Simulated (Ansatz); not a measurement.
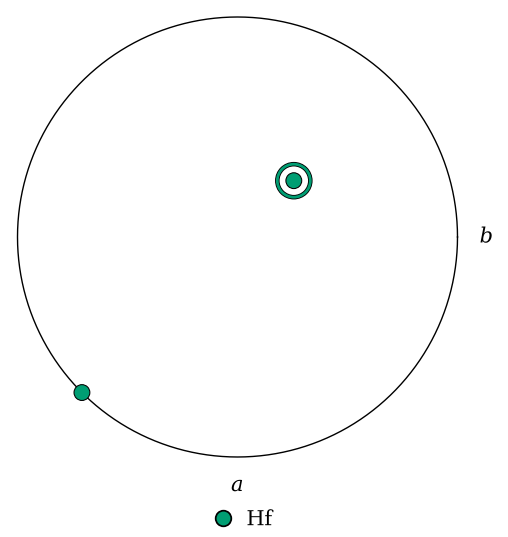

Crystal: HfO2, the geometry relaxed at fixed volume with DFT PBE, scalar-relativistic, plane waves, PAW in Ansatz 0.2.0. Directions from one oxygen atom at (0.194, 0.806, 1/2) to its bonded neighbours, in stereographic projection down c (filled: above the plane of the page or in it, open: below). The drawing is computed from the coordinates (standard cell, symmetry found to 0.002 Å).

Neighbours are counted up to 2.71 Å for Hf.

```
Hf O
1.0
     4.93823    0.00000    0.00000
     0.00000    4.93823    0.00000
     0.00000    0.00000    3.25712
Hf O
2 4
Direct
  0.00000 0.00000 0.00000
  0.50000 0.50000 0.50000
  0.19431 0.80569 0.50000
  0.30569 0.30569 0.00000
  0.69431 0.69431 0.00000
  0.80569 0.19431 0.50000
```

Question: How many neighbours are there, and at what angles?

Answer: 3: 2 Hf at 2.12 Å, 1 Hf at 2.13 Å. Angles between bonds: 100° (1×), 130° (2×).

Question: What is the site's symmetry in the crystal?

Answer: Point group mm2 (C2v), order 4: one twofold axis, two mirror planes. In P4₂/mnm (No. 136) this is Wyckoff position 4f.
